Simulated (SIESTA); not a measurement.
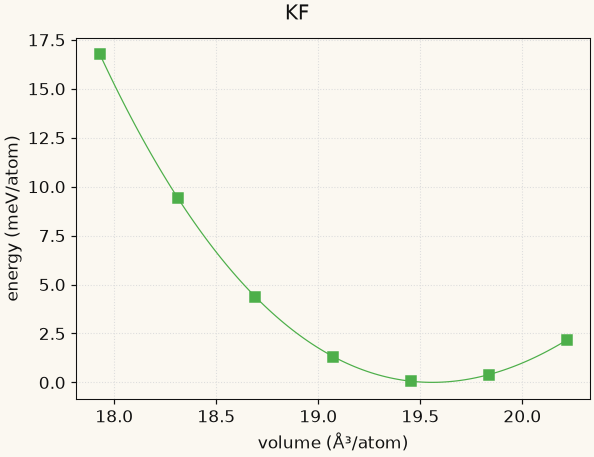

Plotted: energy against volume for KF, space group Fm-3m (No. 225).

Structure:
```cif
data_structure
_symmetry_space_group_name_H-M 'P 1'
_symmetry_Int_Tables_number 1
_cell_length_a 3.7786
_cell_length_b 3.7786
_cell_length_c 3.7786
_cell_angle_alpha 60.000
_cell_angle_beta 60.000
_cell_angle_gamma 60.000
_cell_volume 38.15
loop_
_atom_site_label
_atom_site_type_symbol
_atom_site_fract_x
_atom_site_fract_y
_atom_site_fract_z
_atom_site_occupancy
K1 K 0.00000 0.00000 0.00000 1
F1 F 0.50000 0.50000 0.50000 1
```

Calculation (SIESTA 5.4.2): DFT in numerical atomic orbitals with pseudopotentials, no spin polarisation; energies at scaled volumes of the given cell, shape and fractions fixed, counted from the fit's minimum, third-order Birch-Murnaghan fit. Level: PBE.

```json
{"setting": "k mesh", "value": "9×9×9"}
{"setting": "occupations", "value": "Fermi–Dirac"}
{"setting": "smearing width", "value": "0.05 eV"}
{"setting": "potentials", "value": "PseudoDojo 0.4 standard, converted to PSML, two zetas on semicore shells"}
{"setting": "program settings", "value": "basis DZP, mesh cutoff 800 Ry"}
```

From this curve and the settings, what does the calculation give for the pressure at the same points?

The pressure falls from 3.61 GPa at volume 17.93 Å³/atom to −1.05 GPa at 20.22 Å³/atom, and changes sign near 19.56 Å³/atom.

```
volume (Å³/atom)  pressure (GPa)
           17.93            3.61
           18.31            2.56
           18.69            1.72
           19.07            0.87
           19.46            0.17
           19.84           -0.44
           20.22           -1.05
```

Limits of the calculation: mulliken charges of long orbitals.
